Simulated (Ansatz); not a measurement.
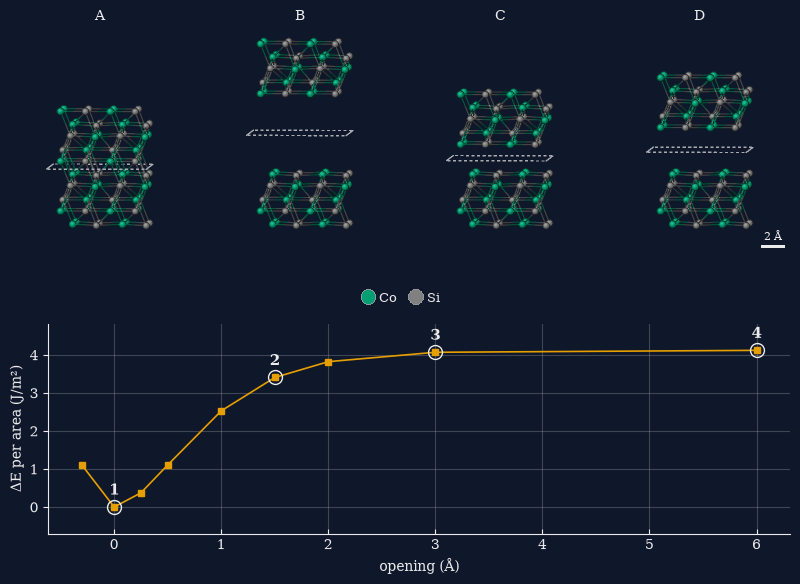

Solid CoSi (P2_13): the crystal is pulled apart rigidly along the normal of the (1 0 0) plane of the conventional cell, at a cut between a plane of Co/Si below and one of Co/Si above, 1.28 Å apart. One cut stands in each cell, which starts 8.9 Å high; nothing is relaxed, and the dashed outline marks the cut. The frames are shuffled; the numbered points of the plot belong to them. The picture is a ball-and-stick view of the layers on both sides of the cut, seen from the side, nearly along the cut plane.

Theory: DFT PBE, scalar-relativistic, plane waves, PAW (Ansatz 0.2.0). Settings: plane-wave cutoff 420 eV; k-point mesh 9 × 9 × 5; occupations gaussian; smearing width 0.15 eV; no spin polarisation. Energies (free energies at the smearing named) are counted from the relaxed crystal.

Match the frames to the points.

Answer. Point 1 is frame A (the opening 0.00 Å, 0.000 J/m²); 2 is frame C (the opening 1.50 Å, 3.405 J/m²); 3 is frame D (the opening 3.00 Å, 4.068 J/m²); 4 is frame B (the opening 6.00 Å, 4.119 J/m²). At the widest opening, 6.00 Å, the energy has risen by 4.119 J/m², where the curve has levelled off: this is the ideal work of separation, the sum of the two unrelaxed surface energies of a slab 8.9 Å thick. The steepest rise lies between 0.25 Å and 0.50 Å, with a mean traction of about 29 GPa. Pressing the cut together by 0.30 Å costs 1.097 J/m².

Limits of the set-up: an element that often carries a moment was run without spin polarisation.
